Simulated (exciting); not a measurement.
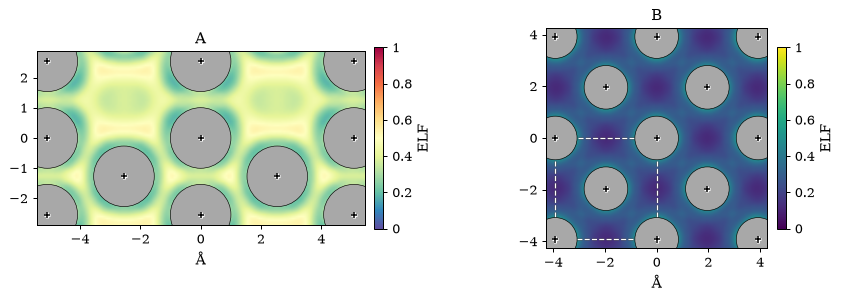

The ELF of 2 systems, each on a plane through atoms (crosses mark nuclei in the plane; grey discs cover the cores).

Method: Kohn-Sham DFT of a periodic cell, PBEsol, all-electron LAPW+lo, shipped species files (exciting sodium).

System 1: W, the (010) plane of the conventional cell. Space group Pm-3n.

```yaml
crystal:
  lattice:
    - [5.08300, 0.00000, 0.00000]
    - [0.00000, 5.08300, 0.00000]
    - [0.00000, 0.00000, 5.08300]
  atoms:
    - { symbol: W, position: [0.50000, 0.25000, 0.00000] }
    - { symbol: W, position: [0.50000, 0.75000, 0.00000] }
    - { symbol: W, position: [0.75000, 0.00000, 0.50000] }
    - { symbol: W, position: [0.25000, 0.00000, 0.50000] }
    - { symbol: W, position: [0.00000, 0.50000, 0.75000] }
    - { symbol: W, position: [0.00000, 0.50000, 0.25000] }
    - { symbol: W, position: [0.50000, 0.50000, 0.50000] }
    - { symbol: W, position: [0.00000, 0.00000, 0.00000] }
```

System 2: Pt, the (010) plane of the conventional cell. Space group Fm-3m.

```
Pt
1.0
     3.92180    0.00000    0.00000
     0.00000    3.92180    0.00000
     0.00000    0.00000    3.92180
Pt
4
Direct
  0.00000 0.00000 0.00000
  0.50000 0.50000 0.00000
  0.50000 0.00000 0.50000
  0.00000 0.50000 0.50000
```

Which map belongs to which system?

Answer. Panel A is system 1, W: the plane holds W. W–W (2.54 Å): the ELF is about 0.40 at the midpoint. Panel B is system 2, Pt: the plane holds Pt. Pt–Pt (2.77 Å): the ELF is about 0.30 at the midpoint: no shared electron pair shows on this line.
